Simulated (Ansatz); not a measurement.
Input file:

```
crystal:
  lattice:
    - [3.5581750395, 0.0, 0.0]
    - [-1.7790875197, 2.679539109, 0.0]
    - [0.0, 0.0, 10.8382127668]
  atoms:
    - { symbol: Si, position: [0.6666666667, 0.3333333333, 0.9378436843] }
    - { symbol: Si, position: [0.3333333333, 0.6666666667, 0.4378436843] }
    - { symbol: Si, position: [0.0, 0.0, 0.6878989045] }
    - { symbol: Si, position: [0.0, 0.0, 0.1878989045] }
    - { symbol: C, position: [0.6666666667, 0.3333333333, 0.7498087506] }
    - { symbol: C, position: [0.3333333333, 0.6666666667, 0.2498087506] }
    - { symbol: C, position: [0.0, 0.0, 0.5004476606] }
    - { symbol: C, position: [0.0, 0.0, 0.0004476606] }
basis:
  ecutwfc: 520.0
kpoints:
  mp_grid: { grid: [12, 12, 4] }
hamiltonian:
  xc: pbe
  pseudopotentials: { kind: paw, azcp: { folder: soft_1 } }
scf:
  occupations: { method: gaussian, width: 0.05 }
output:
  forces: true
  stress: true
  eigenvalues: true
  write_density: true
  write_potential: true
  elf: true
  volumetric_format: npy
```

Launched as:

```sh
ansatz run input.yaml --threads 2 --pin off --max-ram 4096MiB --backend cpu --events-out ev --progress --plain --runs-dir out
```

Below, planes, directions and counts refer to the conventional cell (a = 3.56 Å, b = 5.36 Å, c = 10.84 Å, α = 90.00°, β = 90.00°, γ = 90.00°).

Space group Cmc2₁; a point of a scan over the structure, not its minimum; a structure from a database of computed crystals, not necessarily the ambient phase; changed on purpose from its base cell (normal strain along x +0.1500, normal strain along z +0.0700); not relaxed (largest force 0.5 eV/Å); computed pressure about −27 GPa in this cell; PAW files of the earlier set (soft_1).

The calculation used Ansatz, DFT PBE, scalar-relativistic, plane waves, PAW.

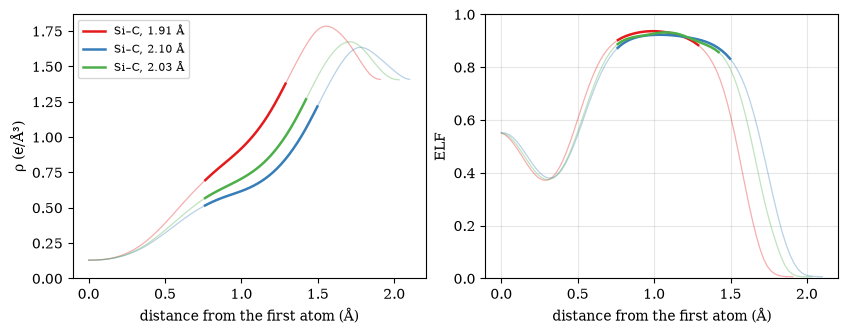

SiC. Valence charge density (pseudo) and electron localisation function along straight lines between neighbouring atoms. Thin, pale parts lie inside the atomic spheres.

The density is the valence pseudo-density of a PAW calculation; it isn't the true density close to the nuclei.

What can be read from the curves?

Answer. Si–C (1.91 Å): ρ is about 0.88 e/Å³ halfway; the ELF peaks at about 0.95 between the atoms, as expected for localised, covalent bonding.
Si–C (2.10 Å): ρ is about 0.64 e/Å³ halfway; the ELF peaks at about 0.90 between the atoms: a shared electron pair.
Si–C (2.03 Å): ρ at the midpoint is about 0.72 e/Å³; the ELF peaks at about 0.95 between the atoms; a shared electron pair.
